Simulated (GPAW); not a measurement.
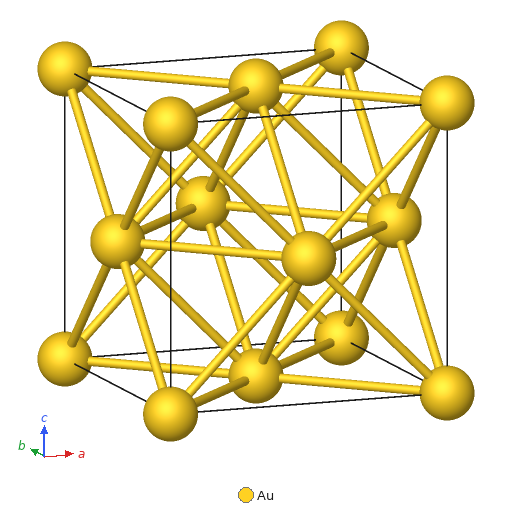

System: Au, space group Fm-3m (No. 225). The picture shows the conventional cell.

The given structure:
```
CELL_PARAMETERS angstrom
0.00000 2.03500 2.03500
2.03500 0.00000 2.03500
2.03500 2.03500 0.00000
ATOMIC_POSITIONS crystal
Au 0.00000 0.00000 0.00000
```

How it was computed, with GPAW 26.7.0: PAW DFT in plane waves, on a grid or in atomic orbitals, no spin polarisation; energies at scaled volumes of the given cell, shape and fractions fixed, counted from the fit's minimum, third-order Birch-Murnaghan fit. Level: PBEsol with D3(BJ).

- k mesh: 11×11×11
- occupations: Fermi–Dirac
- smearing width: 0.05 eV
- potentials: PAW data sets made by gpaw setup for the functional
- wave cutoff: 600 eV
- program settings: basis pw

Predict the energy and pressure against volume. The volume takes the values 15.84, 16.18, 16.52, 16.85, 17.19, 17.53, 17.87 Å³/atom.

A third-order Birch–Murnaghan fit gives V0 = 16.73 Å³/atom, B0 = 197 GPa and B′ = 5.8. The energy is 32.38 meV/atom at volume 15.84 Å³/atom and 41.03 meV/atom at 17.87 Å³/atom; the lowest computed point is at volume 16.85 Å³/atom (0.59 meV/atom), in a single well. The pressure falls from 12.42 GPa at volume 15.84 Å³/atom to −10.75 GPa at 17.87 Å³/atom, and changes sign near 16.73 Å³/atom.

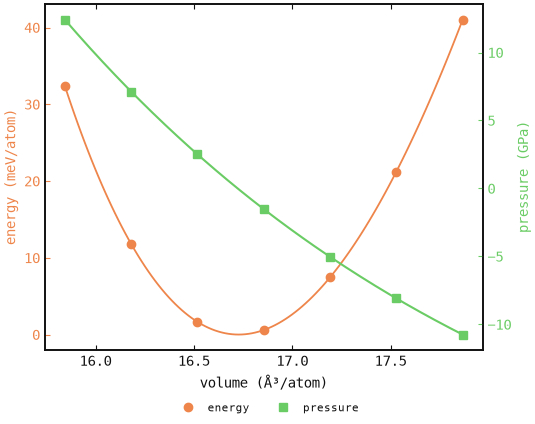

Keep in mind: spin-orbit coupling left out, heavy elements.
